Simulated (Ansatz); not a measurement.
# Al$_{9}$H: single-point calculation

System: Al$_{9}$H (slab, 20 atoms in the cell).
Method: DFT PBE, scalar-relativistic, plane waves, PAW, PAW set soft_1, no spin polarisation (Ansatz 0.2.0).

The structure derives from a Materials Project entry.

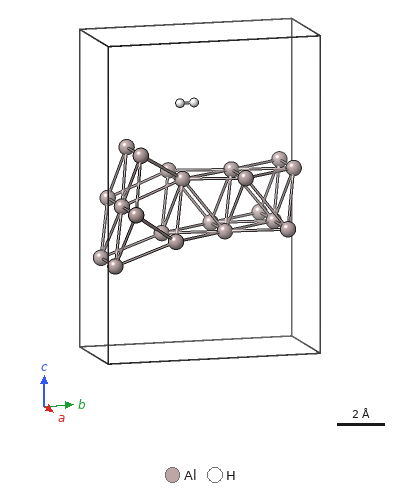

Fig. 1: The structure as given in the input (ball-and-stick view of the cell of the calculation, with the vacuum cut short, seen slightly off an axis). An atom can appear more than once, as a periodic image.

Results in brief

| quantity | value |
| --- | --- |
| outcome | converged |
| electrons treated | 56 |
| free energy | −9700.3635 eV |
| work function, top face | 4.15 eV |
| work function, bottom face | 4.17 eV |
| Fermi energy | −1.202 eV |
| gap on the k-point mesh | none (metallic) |
| work function (upper face) | 4.15 eV |
| largest force (length of the vector) | 4.947 eV/Å |
| hardware | 1 thread of Arm Neoverse V1, 24 GiB of memory available, shared host |
| wall time | 90 s |
| peak memory | 1.1 GiB |

The program warns: the exchange-correlation potential is rough where the density is thin.

The input
```yaml
crystal:
  lattice:
    - [5.7070863106, 0.0, 0.0]
    - [-1.4267715776, 9.701484238, 0.0]
    - [0.0, 0.0, 22.7903703519]
  atoms:
    - { symbol: Al, position: [0.2662216041, 0.0648864163, 0.1755127248] }
    - { symbol: Al, position: [0.7662216041, 0.0648864163, 0.1755127248] }
    - { symbol: Al, position: [0.3354806058, 0.3419224231, 0.2192029854] }
    - { symbol: Al, position: [0.8354806058, 0.3419224231, 0.2192029854] }
    - { symbol: Al, position: [0.1493324061, 0.5973296244, 0.2279410375] }
    - { symbol: Al, position: [0.6493324061, 0.5973296244, 0.2279410375] }
    - { symbol: Al, position: [0.4631842064, 0.8527368258, 0.2366790896] }
    - { symbol: Al, position: [0.9631842065, 0.8527368258, 0.2366790896] }
    - { symbol: Al, position: [0.0319772093, 0.1277109169, 0.2808262502] }
    - { symbol: Al, position: [0.5319772093, 0.1277109169, 0.2808262502] }
    - { symbol: Al, position: [0.0997917601, 0.4042231294, 0.3301071124] }
    - { symbol: Al, position: [0.5997917601, 0.4042231294, 0.3301071124] }
    - { symbol: Al, position: [0.4144000537, 0.6596656514, 0.3369822081] }
    - { symbol: Al, position: [0.9144000537, 0.6596656514, 0.3369822081] }
    - { symbol: Al, position: [0.2263076916, 0.9110819252, 0.344925913] }
    - { symbol: Al, position: [0.7263076916, 0.9110819252, 0.344925913] }
    - { symbol: Al, position: [0.2962427243, 0.1814072004, 0.3857054631] }
    - { symbol: Al, position: [0.7962427243, 0.1814072004, 0.3857054631] }
    - { symbol: H, position: [0.60626438, 0.3914885899, 0.4756557346] }
    - { symbol: H, position: [0.60626438, 0.4577756274, 0.4756557346] }
basis:
  ecutwfc: 420
kpoints:
  mp_grid: { grid: [5, 3, 1] }
hamiltonian:
  xc: pbe
  pseudopotentials: { kind: paw, azcp: { folder: soft_1 } }
scf:
  occupations: { method: gaussian, width: 0.1 }
output:
  forces: true
  eigenvalues: true
  write_density: true
  write_potential: true
  elf: true
  volumetric_format: npy
efield:
  axis: 3
  dipole_correction: true
  ramp_width: 0.04
```

Command:
```bash
ansatz run input.yaml --threads 1 --pin off --max-ram 3072MiB --backend cpu --events-out ev --progress --plain --runs-dir out
```

The program's output
```
Engine: ansatz 0.2.0, aarch64-unknown-linux-gnu
Pseudopotentials: kind: paw
Pseudopotential: Al, paw, valence charge 3, recommended cutoff 420 eV (normal), [file]
Pseudopotential: H, paw, valence charge 1, recommended cutoff 420 eV (normal), [file]
Functional definition: PBE
  parameter kappa = 0.804
  parameter beta = 0.06672455060314922
  exchange = pbe_x(kappa = kappa, mu = beta*pi^2/3)
  correlation = pbe_c(beta = beta)
Crystal: 20 atoms, lattice volume = 1261.839 Å³
Basis set: ecut = 420 eV, 24709 PW (Γ), exchange–correlation on 80×144×320 points (8 copies of the dense FFT grid, shifted against one another)
Bands: 48, of which v1, the nominal top of the filled ones, is band 28 counted from 1 (27 counted from 0)
Symmetry: 1 space group operations
Space group: P1 (ITA 1), of the structure as read, at distance tolerance 1.1e-4 Å
k-points: 8 of 15 (time reversal used)
Non-local potential: Al, projectors of the file, l = 0: 2, l = 1: 2, l = 2: 1
Non-local potential: H, projectors of the file, l = 0: 2, l = 1: 1
PAW form: soft (Blöchl's): semilocal exchange-correlation on the pseudo side does not see the compensation charge
PAW one-centre angular grid: Al, 110 points (default); XC on 64 Gauss nodes
PAW one-centre angular grid: H, 110 points (default); XC on 64 Gauss nodes
Initial wavefunctions: pseudopotential atomic-orbital guess
Functional: x = pbe(κ = 0.804, μ = 0.2195149727645171), c = pbe(β = 0.06672455060314922)
SCF iter   1: F=—  HF=-9703.973577 eV  |F-HF|=—  |Δ(HF+E_count)|=         —  Δρ=2.05e-2  dr2=1.54e1  ethr=3.10e-3  p=-0.000 e·Å  D=-2.54e-7 V/Å  ΔV_dip=0.00 eV  dr2_dipole=9.72e-3  V_vac-E_F(+/−)=6.09/6.09 eV  ⟨swp⟩=8.0  Hψ=2344  notcnv=0  defer=1
efield: sawtooth ramp at fractional position 0.8056 (placed from the atoms, in the widest stretch of the axis that holds none; the zero of the levels goes with the place), width 0.0400; the density the first Hamiltonian is built on has a dipole p = -0.000 e·Å; the dipole correction subtracts the counter field D = -2.54e-7 V/Å, which shifts the + side's vacuum level by +0.00 eV against the − side's; the planar-averaged density in the ramp window peaks in size at 5.7e-7 e/Å³
preconditioner: auto → LDOS  [metal: Δε(μ)=0.073 eV  Ē_g=6.357 eV  σ=0.100 eV  W_gap=0.39  n_scr=98 (ndim 8)  ℏωp=7.8 eV  f_vac=0.573  D(μ)=8.62/eV (n_scr^D=22)  β→1.0]
SCF iter   2: F=—  HF=-9700.489213 eV  |F-HF|=—  |Δ(HF+E_count)|=    3.48e0  Δρ=8.10e-3  dr2=1.48e0  ethr=3.10e-3  p=0.005 e·Å  D=7.63e-4 V/Å  ΔV_dip=-0.02 eV  dr2_dipole=1.19e-3  V_vac-E_F(+/−)=4.04/4.05 eV  ⟨swp⟩=3.1  Hψ=964  notcnv=0  defer=89
SCF iter   3: F=—  HF=-9700.376604 eV  |F-HF|=—  |Δ(HF+E_count)|=   1.13e-1  Δρ=1.23e-3  dr2=1.10e-1  ethr=2.63e-3  p=0.007 e·Å  D=9.77e-4 V/Å  ΔV_dip=-0.02 eV  dr2_dipole=3.87e-7  V_vac-E_F(+/−)=4.35/4.37 eV  ⟨swp⟩=2.2  Hψ=708  notcnv=0  defer=90
SCF iter   4: F=—  HF=-9700.362936 eV  |F-HF|=—  |Δ(HF+E_count)|=   1.37e-2  Δρ=3.57e-4  dr2=2.89e-3  ethr=1.96e-4  p=0.006 e·Å  D=8.87e-4 V/Å  ΔV_dip=-0.02 eV  dr2_dipole=4.47e-7  V_vac-E_F(+/−)=4.19/4.21 eV  ⟨swp⟩=2.0  Hψ=583  notcnv=0  defer=90
SCF iter   5: F=—  HF=-9700.363504 eV  |F-HF|=—  |Δ(HF+E_count)|=   5.68e-4  Δρ=8.30e-5  dr2=3.83e-4  ethr=5.17e-6  p=0.007 e·Å  D=9.77e-4 V/Å  ΔV_dip=-0.02 eV  dr2_dipole=4.10e-6  V_vac-E_F(+/−)=4.16/4.18 eV  ⟨swp⟩=2.0  Hψ=488  notcnv=0  defer=90
SCF iter   6: F=—  HF=-9700.363550 eV  |F-HF|=—  |Δ(HF+E_count)|=   4.57e-5  Δρ=2.40e-5  dr2=1.76e-5  ethr=6.84e-7  p=0.008 e·Å  D=1.13e-3 V/Å  ΔV_dip=-0.03 eV  dr2_dipole=5.86e-7  V_vac-E_F(+/−)=4.15/4.17 eV  ⟨swp⟩=2.1  Hψ=496  notcnv=0  defer=90
SCF iter   7: F=—  HF=-9700.363499 eV  |F-HF|=—  |Δ(HF+E_count)|=   5.11e-5  Δρ=7.14e-6  dr2=1.96e-6  ethr=3.15e-8  p=0.008 e·Å  D=1.08e-3 V/Å  ΔV_dip=-0.02 eV  dr2_dipole=1.98e-7  V_vac-E_F(+/−)=4.15/4.17 eV  ⟨swp⟩=2.2  Hψ=603  notcnv=0  defer=90
SCF iter   8: F=-9700.363500 eV  HF=-9700.363500 eV  |F-HF|=1.49e-7  |Δ(HF+E_count)|=   1.02e-6  Δρ=1.69e-6  dr2=8.88e-8  ethr=1.79e-10  p=0.008 e·Å  D=1.11e-3 V/Å  ΔV_dip=-0.03 eV  dr2_dipole=4.29e-9  V_vac-E_F(+/−)=4.15/4.17 eV  ⟨swp⟩=37.8  Hψ=4717  notcnv=0
SCF 1 converged in 8 iterations: F = -9700.363500 eV  dr2 = 8.88e-8
  greatest PAW one-centre occupation: 0.491 electrons in one spin orbital (limit 2), on the Al atom at site 0 (counted from 0), in its partial waves of l = 0
WARN: The output density's exchange-correlation potential varies sharply where the density is thin. Do not read a vacuum level from v_tot or v_xc, or from such a field of the output density. On a cell that repeats whose density bears no net charge and no dipole along the vacuum's axis use v_es (v_loc + v_h of the components); under efield.dipole_correction with no amplitude use v_es + v_field, which holds any external_charges[].barrier, or the levels of the report's work_function block, which leave it out; under a non-zero efield.amplitude the vacuum is tilted and has no level; on a cell that repeats and bears such a dipole with no correction it is tilted too, and efield.dipole_correction with no amplitude gives each side of its ramp a level where efield: is served; in a cell that repeats whose density bears a net charge (total_charge, or a fill off its count) it is curved and has none; of a slab under crystal.periodic whose density bears no net charge use v_es, which has a level on each side, short of where the two are joined; of another it falls or rises all the way out and has none; of a slab beside external_charges read slab_vacuum_level instead, which it has where they leave it neutral. The grid or the basis barely resolves most such structure, and the values can differ between equally converged runs; as a rule a tighter scf.convergence.dr2_threshold does not remove it. Where the density itself ripples (under the LDA too) a higher basis.ecutwfc lessens it. The files hold the spikes' plane waves up to the density's cutoff. Files: v_tot_of_output_density and the like, and their columns of v_z.tsv (output.write_potential); v_xc_of_output_density and the like, and their columns of v_comp_z.tsv (output.write_potential_components). Measured: with its Gaussian average of σ = 0.25 Å subtracted twice, the exchange-correlation potential is over 0.1 eV at 69 of the grid points where the equally averaged density (valence and model cores) is under 1e-3 e/Å³, and 0.211 eV at the most among them, at an averaged density of 1.7e-7 e/Å³. The input density's (outcome.potential() and, of a run that writes arrays, v_tot and v_xc) is over 0.1 eV, so measured, at 153 points of its own thin density, 0.146 eV at the most. See output.write_potential in the manual, Limitations
SCF converged after 8 iterations
Free energy (F): -9700.363500 eV
Harris-Foulkes:  -9700.363500 eV  (|F-HF|=1.49e-7)
Internal energy: -9700.316701 eV  (E = F + TS)
E sigma→0 (E₀):  -9700.340100 eV
Entropy (-TS):   -0.046799 eV (-2.340 meV/atom)
Fermi energy:    -1.201805 eV
Dipole field:    D = 0.001070 V/Å  (p = 0.007463 e·Å, saw-weighted, corrected)
Work function:   Φ+ = 4.1473 eV   Φ− = 4.1717 eV
Levels:          The Fermi level and band energies are counted from a zero that moves with the ramp; work functions are not
--- Per-component energies (eV) ---
  E_band       = -294.658319
  E_kinetic    = 398.583311
  E_local      = -10348.409365  (includes V_loc(G=0)·N_el)
  E_nonlocal   = 184.314651
  E_hartree    = 5027.706464
  E_xc         = -675.894909
  E_vxc        = -520.509340  (∫ρ·V_xc dr)
  E_paw        = -8449.625089  (= ΣΔE_a)
  E_vpaw       = -64.102810  (= ΣTr[D̂ρ^β])
  E_aug_tail   = -0.002603  (compensation charges beyond the density's cutoff)
  E_efield     = 0.000004  (sawtooth field / dipole correction)
  E_vefield    = 0.050112  (∫n·V_field dr)
  E_ewald      = 4163.010835
  E_smearing   = -0.046799  (= −TS)
  E_closure    = -0.000000  (closes the sum)
  Σ components = -9700.363500   (vs F -9700.363500, Δ=0.00e0)
--- Forces (eV/Å), atoms counted from 1 ---
  atom   1  Al    -0.00770225     0.14679126     0.02880054
  atom   2  Al    -0.00658380     0.14859465     0.02878042
  atom   3  Al     0.01363098     0.03654785     0.06514847
  atom   4  Al    -0.00543059     0.03617820     0.06171878
  atom   5  Al     0.00214825    -0.07825595     0.03302218
  atom   6  Al    -0.00196834    -0.08167390     0.02647208
  atom   7  Al     0.00353100    -0.09696199    -0.12366654
  atom   8  Al     0.00577326    -0.09478595    -0.11896393
  atom   9  Al     0.00053637     0.01014790     0.00117918
  atom  10  Al     0.00085799     0.00834821    -0.01228614
  atom  11  Al     0.00329292    -0.01202559     0.00207607
  atom  12  Al    -0.00136228    -0.01866364    -0.04784412
  atom  13  Al    -0.00299657    -0.01745579    -0.00477073
  atom  14  Al    -0.00431678    -0.01604580    -0.00619649
  atom  15  Al    -0.00074851     0.00323753    -0.00449608
  atom  16  Al    -0.00378371     0.00693993    -0.00307647
  atom  17  Al    -0.00054851    -0.02731871    -0.02489619
  atom  18  Al     0.00552806    -0.03193661    -0.02544335
  atom  19  H      0.71145915    -4.81695773     0.05430986
  atom  20  H     -0.71131790     4.89525097     0.07018354
  max |Σ_I F_I| component: 5.11e-5 eV/Å
--- Band table (eV; the first three rows and the last of 8) ---
  k-point 0: bands = ["-11.2625", "-9.7229", "-9.6277", "-8.9998", "-8.1700", "-7.1631", "-7.1016", "-6.7529", "-6.7027", "-6.0007", "-5.8224", "-5.7093", "-5.1346", "-5.0398", "-4.6243", "-4.5379", "-4.5124", "-4.3394", "-3.5076", "-3.4510", "-3.3919", "-3.1640", "-2.8607", "-2.6965", "-2.3161", "-2.2795", "-2.1406", "-1.8247", "-1.7854", "-1.4700", "-1.0918", "-0.2592", "0.0502", "0.3120", "0.4032", "0.4643", "0.6436", "0.8261", "0.8613", "0.8665", "1.2465", "1.2622", "1.3229", "1.4490", "1.7203", "2.2348", "2.2572", "2.3456"]
  k-point 1: bands = ["-11.1115", "-10.5042", "-8.9439", "-8.4882", "-8.2094", "-7.7721", "-6.9606", "-6.8051", "-6.6014", "-6.2098", "-6.0938", "-5.5680", "-5.5060", "-5.0239", "-4.5867", "-4.4996", "-4.4417", "-3.8894", "-3.8685", "-3.5670", "-3.3383", "-3.0562", "-2.7291", "-2.6223", "-2.4382", "-2.1521", "-1.5551", "-1.4450", "-1.2221", "-0.9950", "-0.9782", "-0.6037", "-0.4723", "-0.4313", "-0.2326", "0.2086", "0.3084", "0.6391", "0.6835", "1.0499", "1.1422", "1.2514", "1.5951", "1.6143", "2.0494", "2.0872", "2.2780", "2.4877"]
  k-point 2: bands = ["-11.0782", "-9.6510", "-9.3354", "-8.8232", "-8.3531", "-8.1457", "-7.3721", "-7.0904", "-6.8181", "-6.2146", "-6.0854", "-5.5444", "-5.1867", "-4.8180", "-4.7848", "-4.6279", "-4.1313", "-3.8578", "-3.4808", "-3.3682", "-2.9609", "-2.8561", "-2.8103", "-2.6758", "-2.5117", "-2.2473", "-2.0316", "-1.5821", "-1.1849", "-1.0527", "-0.6097", "-0.5114", "-0.2005", "-0.1068", "0.0723", "0.2173", "0.6055", "0.7568", "0.9951", "1.3443", "1.3866", "1.6067", "1.8169", "1.9799", "2.0113", "2.2700", "2.6128", "2.6722"]
  k-point 7: bands = ["-10.4649", "-9.5809", "-9.3958", "-9.0784", "-8.3581", "-8.1442", "-8.0719", "-7.2729", "-6.9606", "-6.4472", "-6.2007", "-6.0574", "-5.8597", "-5.6026", "-4.9192", "-4.3050", "-3.7754", "-3.4554", "-3.3728", "-3.1498", "-2.8114", "-2.6841", "-2.4668", "-2.2017", "-1.7717", "-1.4024", "-1.1531", "-1.0513", "-0.8043", "-0.6759", "-0.2479", "-0.0718", "0.0238", "0.0850", "0.0933", "0.2535", "0.6289", "0.8570", "1.1624", "1.2349", "1.2931", "1.4165", "1.5253", "1.9802", "2.0201", "2.1748", "2.1947", "2.4050"]
```

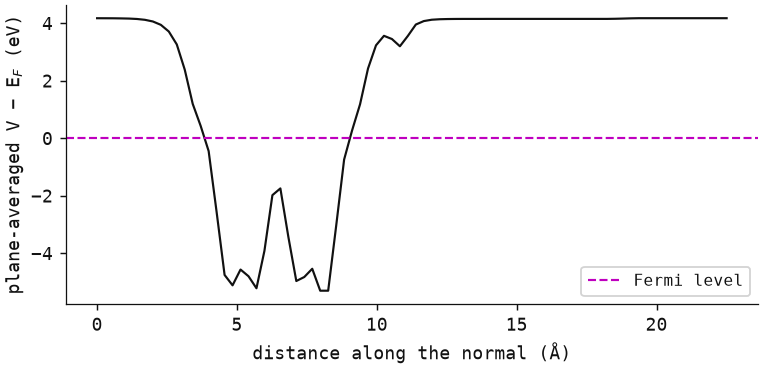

Fig. 2: Plane average of the electrostatic potential energy of an electron across the cell, from the Fermi level. The vacuum level lies 4.15 eV above the Fermi level on the upper side and 4.17 eV on the lower.

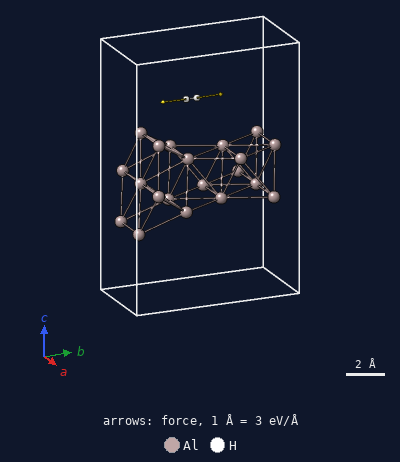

Fig. 3: Forces on the atoms as yellow arrows (ball-and-stick view of the cell of the calculation, with the vacuum cut short, seen slightly off an axis); the smallest are left out. The largest act on H20 (4.95 eV/Å); H19 (4.87 eV/Å). Atoms are counted from 1 in the order of the input and aren't labelled in the picture. The geometry is not a stationary point of this energy.

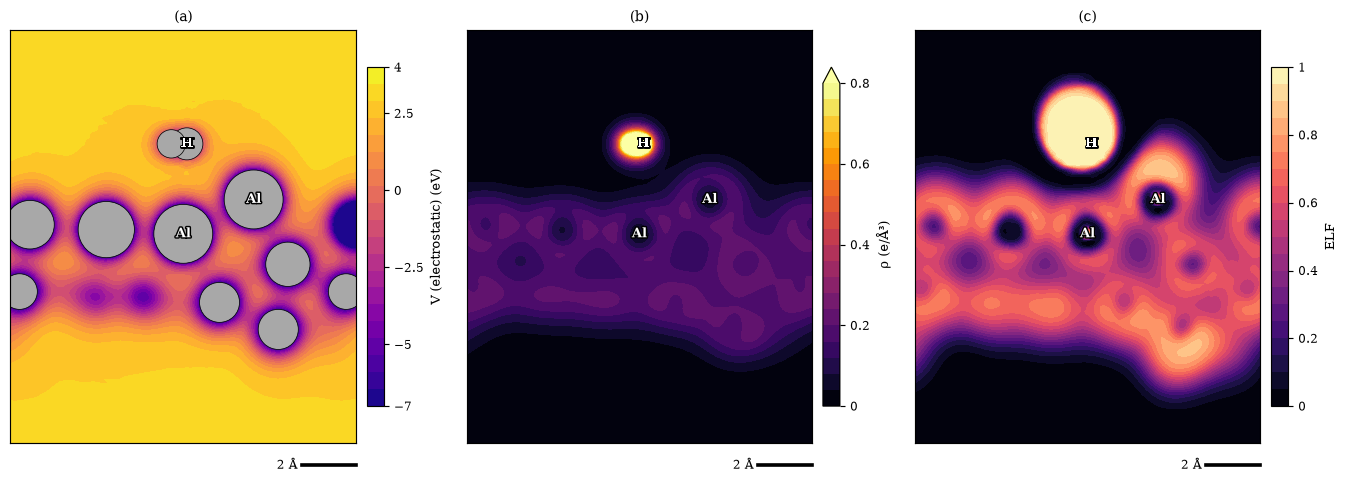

Fig. 4: (a) electrostatic potential (local pseudopotential plus Hartree) felt by an electron; (b) valence charge density (pseudo); (c) electron localisation function on the (110) plane of the calculation cell, a cut from vacuum to vacuum. Grey discs, where drawn, cover atomic cores. Al–Al (2.89 Å): the density is about 0.19 e/Å³ at the midpoint; the ELF is about 0.65 at the midpoint. The density dies away to nearly zero in the vacuum. The fields are those of the smooth PAW valence density.
